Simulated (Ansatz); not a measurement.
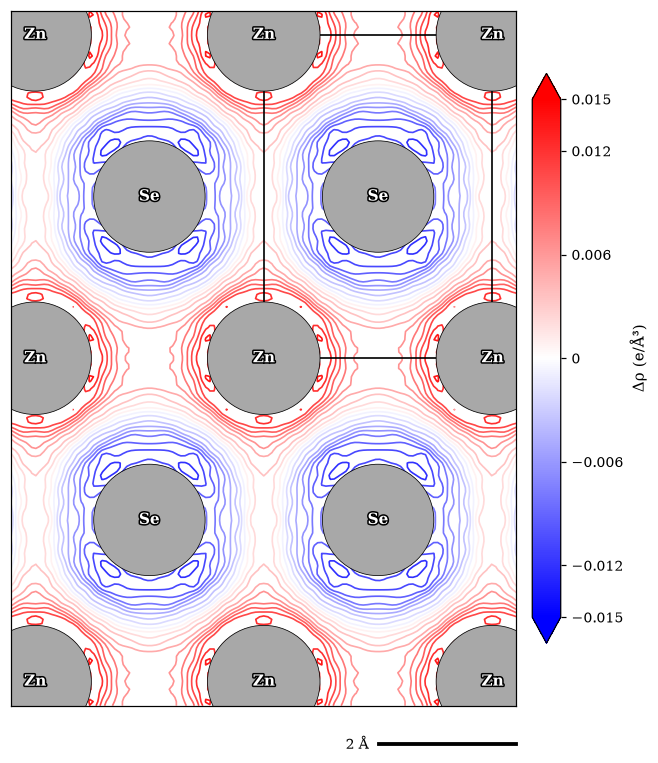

ZnSe. Difference of the valence pseudo-densities of two functionals at the same geometry, on the (101) plane of the calculation cell: PBE less r2SCAN.

Space group Pm-3m; started from the CsCl prototype, which need not be the ambient phase.

Both computed with Ansatz (plane waves, PAW), on the same k-point mesh. Grey discs cover the atomic cores.

Question: What does the difference map show?

Answer: Against r2SCAN, PBE gives more density around Zn (+0.012 e/Å³ on average at 1.0 Å from the nucleus) and less density around Se (−0.010 e/Å³ on average at 1.0 Å from the nucleus).
